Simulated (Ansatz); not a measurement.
Si$_{31}$Ni$_{16}$

The calculation's input:

```
crystal:
  lattice:
    - [10.862, 0.0, 0.0]
    - [0.0, 10.862, 0.0]
    - [0.0, 0.0, 5.431]
  atoms:
    - { symbol: Ni, position: [0.0, 0.0, 0.0] }
    - { symbol: Ni, position: [0.0, 0.5, 0.0] }
    - { symbol: Ni, position: [0.5, 0.0, 0.0] }
    - { symbol: Ni, position: [0.5, 0.5, 0.0] }
    - { symbol: Ni, position: [0.0, 0.25, 0.5] }
    - { symbol: Ni, position: [0.0, 0.75, 0.5] }
    - { symbol: Ni, position: [0.5, 0.25, 0.5] }
    - { symbol: Ni, position: [0.5, 0.75, 0.5] }
    - { symbol: Ni, position: [0.25, 0.0, 0.5] }
    - { symbol: Ni, position: [0.25, 0.5, 0.5] }
    - { symbol: Ni, position: [0.75, 0.0, 0.5] }
    - { symbol: Ni, position: [0.75, 0.5, 0.5] }
    - { symbol: Ni, position: [0.25, 0.25, 0.0] }
    - { symbol: Ni, position: [0.25, 0.75, 0.0] }
    - { symbol: Ni, position: [0.75, 0.25, 0.0] }
    - { symbol: Ni, position: [0.75, 0.75, 0.0] }
    - { symbol: Si, position: [0.125, 0.125, 0.25] }
    - { symbol: Si, position: [0.125, 0.625, 0.25] }
    - { symbol: Si, position: [0.625, 0.125, 0.25] }
    - { symbol: Si, position: [0.625, 0.625, 0.25] }
    - { symbol: Si, position: [0.375, 0.375, 0.75] }
    - { symbol: Si, position: [0.375, 0.875, 0.75] }
    - { symbol: Si, position: [0.875, 0.375, 0.75] }
    - { symbol: Si, position: [0.875, 0.875, 0.75] }
    - { symbol: Si, position: [0.125, 0.375, 0.75] }
    - { symbol: Si, position: [0.125, 0.875, 0.75] }
    - { symbol: Si, position: [0.625, 0.375, 0.75] }
    - { symbol: Si, position: [0.625, 0.875, 0.75] }
    - { symbol: Si, position: [0.375, 0.125, 0.25] }
    - { symbol: Si, position: [0.375, 0.625, 0.25] }
    - { symbol: Si, position: [0.875, 0.125, 0.25] }
    - { symbol: Si, position: [0.875, 0.625, 0.25] }
    - { symbol: Si, position: [0.375, 0.125, 0.75] }
    - { symbol: Si, position: [0.375, 0.625, 0.75] }
    - { symbol: Si, position: [0.875, 0.125, 0.75] }
    - { symbol: Si, position: [0.875, 0.625, 0.75] }
    - { symbol: Si, position: [0.125, 0.375, 0.25] }
    - { symbol: Si, position: [0.125, 0.875, 0.25] }
    - { symbol: Si, position: [0.625, 0.375, 0.25] }
    - { symbol: Si, position: [0.625, 0.875, 0.25] }
    - { symbol: Si, position: [0.375, 0.375, 0.25] }
    - { symbol: Si, position: [0.375, 0.875, 0.25] }
    - { symbol: Si, position: [0.875, 0.375, 0.25] }
    - { symbol: Si, position: [0.875, 0.875, 0.25] }
    - { symbol: Si, position: [0.125, 0.125, 0.75] }
    - { symbol: Si, position: [0.125, 0.625, 0.75] }
    - { symbol: Si, position: [0.625, 0.125, 0.75] }
scf:
  occupations: { method: methfessel_paxton, width: 0.1 }
output:
  forces: true
  stress: true
  eigenvalues: true
  write_density: true
  write_potential: true
  elf: true
  volumetric_format: npy
kpoints:
  mp_grid: { grid: [4, 4, 6] }
hamiltonian:
  xc: pbesol
relax:
  f_tol: 0.01
  adjacent_minimum: "off"
  cell: { stress_tol: 0.05, fix: [shape] }
```

Run with:

```sh
ansatz run input.yaml --threads 8 --pin off --max-ram 16384MiB --backend cpu --events-out ev --progress --plain --runs-dir out
```

Below, planes, directions and counts refer to the conventional cell (a = 10.73 Å, b = 10.73 Å, c = 5.37 Å, α = 90.00°, β = 90.00°, γ = 90.00°).

The fields are those of the relaxed geometry.

Space group P-42m; a generated structure, not necessarily the stable one; computed without spin polarisation.

All numbers below come from DFT PBEsol, scalar-relativistic, plane waves, PAW (Ansatz 0.2.0).

The density is the valence pseudo-density of a PAW calculation; it isn't the true density close to the nuclei.

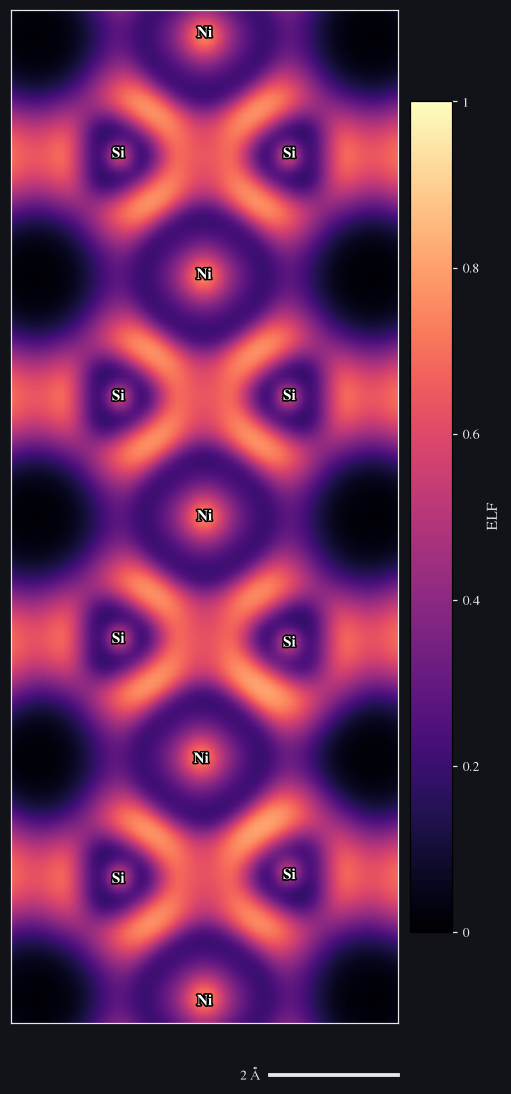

Figure 1. Electron localisation function on the (11̄0) plane of the conventional cell.

Q: Read the bonding off the picture.

A: Atoms in the plane: Ni and Si.
Si–Ni (2.29 Å): the ELF peaks at about 0.75 in the valence shell of Si, 0.9 Å from its nucleus, and is about 0.55 at the midpoint.
Si–Ni (2.31 Å): the ELF peaks at about 0.75 in the valence shell of Si, 0.9 Å from its nucleus, and is about 0.50 at the midpoint.
Si–Ni (2.39 Å): the ELF peaks at about 0.75 in the valence shell of Si, 0.9 Å from its nucleus, and is about 0.55 at the midpoint.
The features right at Ni lie inside the PAW spheres, where the map follows smoothed inner orbitals and isn't to be read closely.

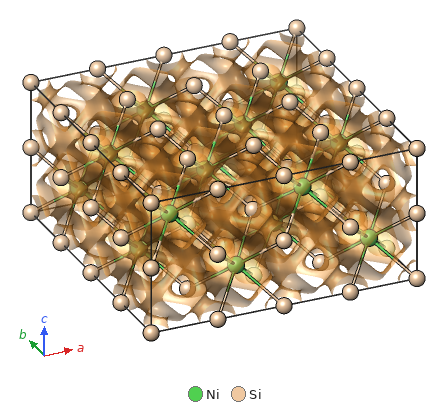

Figure 2. Isosurface of the ELF at 0.55 (orange), seen at an oblique angle. Core shells and regions of very low density are left out. Sticks mark near contacts.

Q: Describe the localisation domains.

A: At this value the surface marks out one network that runs through the whole crystal, counted in one cell of 47 atoms. Regions shared between cells count once.


Si–Ni (2.26 Å): the ELF peaks at about 0.75 in the valence shell of Si, 0.8 Å from its nucleus, and is about 0.50 at the midpoint.

Q: Does the calculation make it a metal, or give it a gap?

A: It is metallic or semimetallic at this level of theory: no gap opens.
